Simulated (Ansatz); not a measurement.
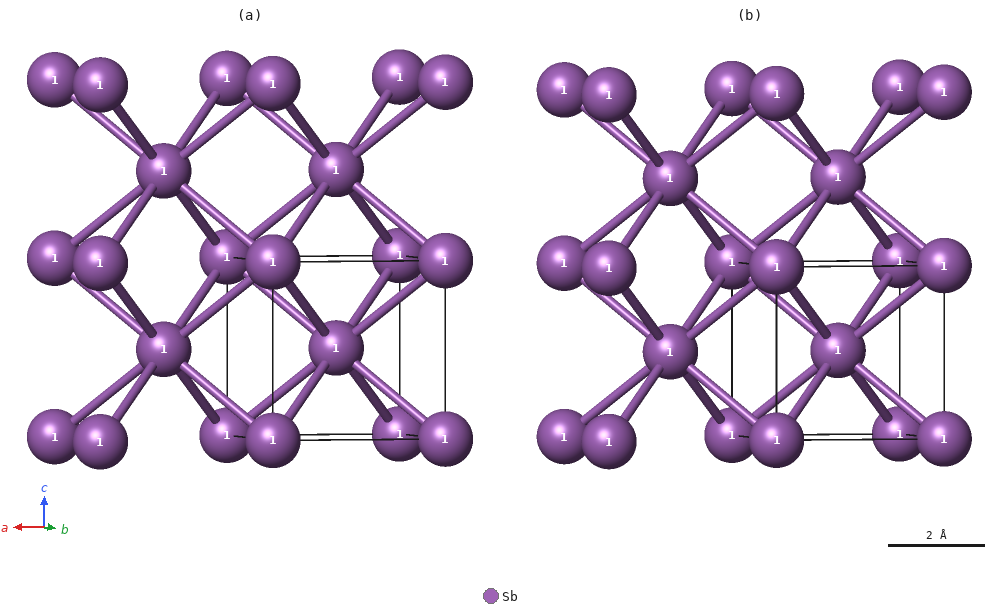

Left: a symmetric starting cell of Sb. Right: the same structure after one change, at the same scale. The picture is a ball-and-stick view of the conventional cell (2 times the calculation's cell), repeated 2 × 1 × 2 with one cell outlined, seen from a free direction. Lengths and directions refer to the drawn axes.

Computed with DFT PBE, scalar-relativistic, plane waves, PAW (Ansatz 0.2.0). (plane-wave cutoff 420 eV; k-point mesh 16 × 16 × 16; occupations gaussian; smearing width 0.1 eV; no spin polarisation)

What was changed?

All lengths are scaled by −2.8 % (volume −8.3 %), the atoms keeping their fractional coordinates. No relaxation follows. The starting cell wasn't computed here and needn't be at equilibrium, so pressure and forces aren't due to the change alone.

And its effect?

The pressure is 9.8 GPa (not all of it need come from the change, since the unchanged cell can be under pressure at this level too). All forces vanish by symmetry. Some distances before and after: Sb–Sb 3.241 → 3.149 Å. The space group stays Im-3m (No. 229).
